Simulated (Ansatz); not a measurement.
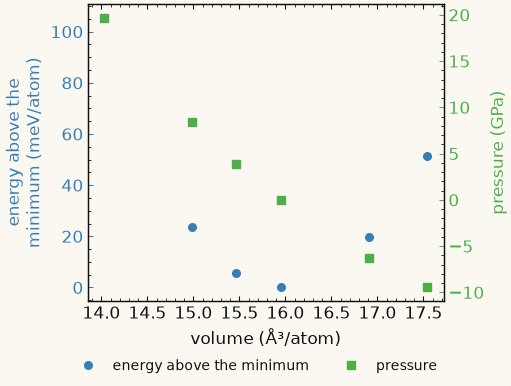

The figure shows the energy above the minimum and pressure against volume for TiAl, space group Pm-3m (No. 221).

Structure:
```yaml
crystal:
  lattice:
    - [3.17129, 0.00000, 0.00000]
    - [0.00000, 3.17129, 0.00000]
    - [0.00000, 0.00000, 3.17129]
  atoms:
    - { symbol: Ti, position: [0.50000, 0.50000, 0.50000] }
    - { symbol: Al, position: [0.00000, 0.00000, 0.00000] }
```

Calculation (Ansatz 0.2.0): third-order Birch-Murnaghan fit to density functional energies at scaled volumes of the given relaxed cell, shape and atoms relaxed at each volume; energies count from the fitted minimum; plane waves with PAW datasets, Γ-centred k mesh. Level: r2SCAN, no spin polarisation.

```tsv
setting	value
wave cutoff	500 eV
k mesh	14×14×14
occupations	Gaussian
smearing width	0.1 eV
```

The points at volume 14.512 Å³/atom and 16.425 Å³/atom are left out of the plot. What values does the calculation give there?

| volume (Å³/atom) | energy above the minimum (meV/atom) | pressure (GPa) |
| --- | --- | --- |
| 14.512 | 56.1 | 13.62 |
| 16.425 | 5.2 | −3.35 |
